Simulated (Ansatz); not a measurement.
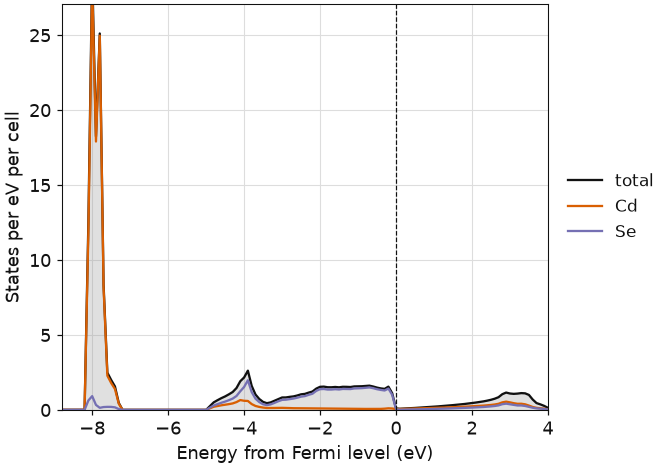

Density of states. Energies are counted from the Fermi level. The partial curves are projected on Löwdin-orthogonalised atomic shells.

Structure: CdSe, space group Fm-3m (No. 225), 2 atoms in the cell.

Ansatz 0.2.0; DFT PBE, scalar-relativistic, plane waves, PAW, no spin polarisation, 12×12×12 k mesh, 420 eV cutoff, Gaussian smearing of 0.1 eV.

> Metal or insulator, and how many states lie at the Fermi level?

It is a metal. The density of states at the Fermi level isn't well fixed here: it changes fast, and within 0.3 eV it runs from 0.074 to 1.6 per eV and cell.
